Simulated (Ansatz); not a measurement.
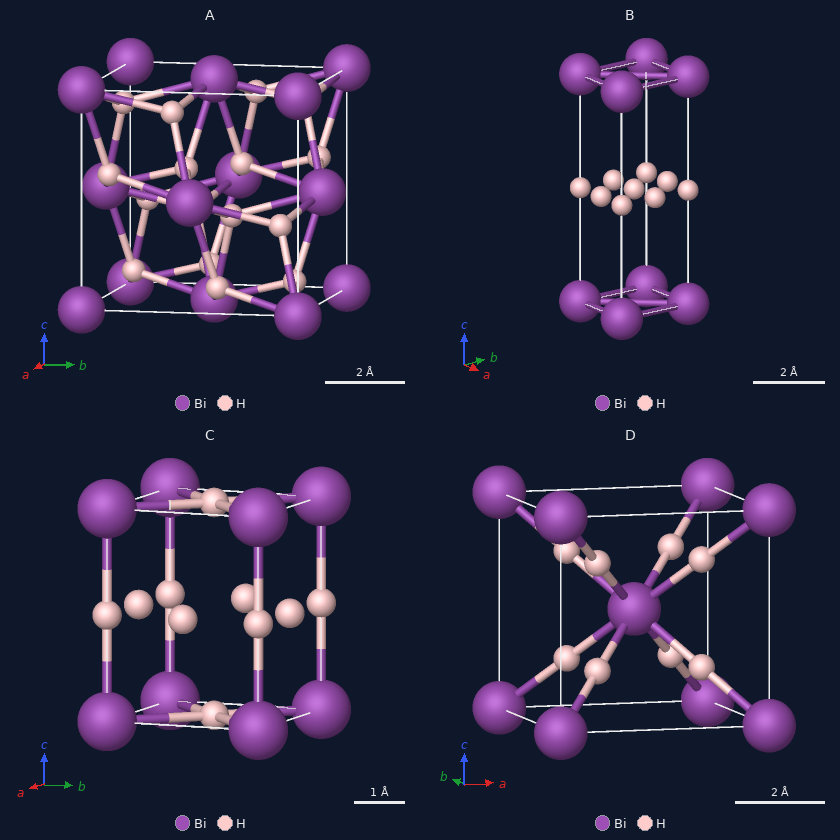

Four structures of BiH4, each relaxed to rest (conventional cells in solid outline, small ones repeated, each panel with its own scale). Method: DFT PBE, scalar-relativistic, plane waves, PAW in Ansatz 0.2.0, without spin polarisation.

### Name the structure in each panel.

A: 20 atoms a cell on a face-centred cubic lattice, F-43m; B: 5 atoms a cell on a primitive hexagonal lattice, P6/mmm; C: 5 atoms a cell on a primitive tetragonal lattice, P4/mmm; D: 10 atoms a cell on a body-centred cubic lattice, Im-3m.

### Which of these is lowest in energy, and how far above it do the others lie?

D, then A (+190 meV/atom), B (+213 meV/atom) and C (+258 meV/atom), energies at zero smearing.

### Collect the results in a table.

| panel | structure | E − E(lowest) (meV/atom) | volume (Å³/atom) | gap (eV) |
| --- | --- | --- | --- | --- |
| D | Im-3m | 0 | 11.8 | metal |
| A | F-43m | 190 | 9.0 | metal |
| B | P6/mmm | 213 | 10.9 | metal |
| C | P4/mmm | 258 | 9.7 | metal |

Some of these may be structure types tried for this composition rather than known phases, and the most stable form need not be among them. Gaps are taken on the k-mesh or band path of each run.
